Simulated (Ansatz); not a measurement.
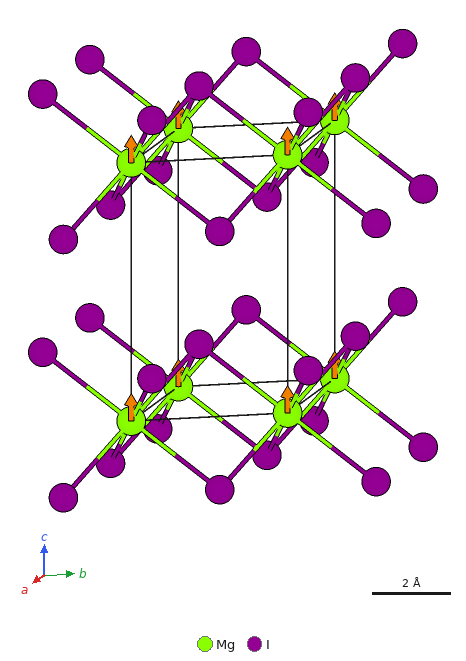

A symmetric starting cell of MgI2. The orange arrows show how the atoms are displaced, magnified 5 times. A ball-and-stick model of the cell of the calculation, seen slightly off an axis.

The calculation used Ansatz 0.2.0, DFT PBEsol, scalar-relativistic, plane waves, PAW. Settings: plane-wave cutoff 420 eV; k-point mesh 6 × 6 × 4; occupations gaussian; smearing width 0.02 eV; no spin polarisation.

Q: What was done to the structure, and with what result?

A: A single atom, Mg, is moved by 0.15 Å along +c. No relaxation follows. The starting cell wasn't computed here and needn't be at equilibrium, so pressure and forces aren't due to the change alone. Among the bonded contacts that change: I–Mg 2.918 → 2.836 to 3.006 Å. The space group (tolerance 0.01 Å) goes from P-3m1 (No. 164) to P3m1 (No. 156). The pressure is 0.0 GPa (not all of it need come from the change, since the unchanged cell can be under pressure at this level too). The largest force is 0.83 eV/Å, on the Mg atom, along −c. The forces mostly point back along the displacements (cosine −0.82).
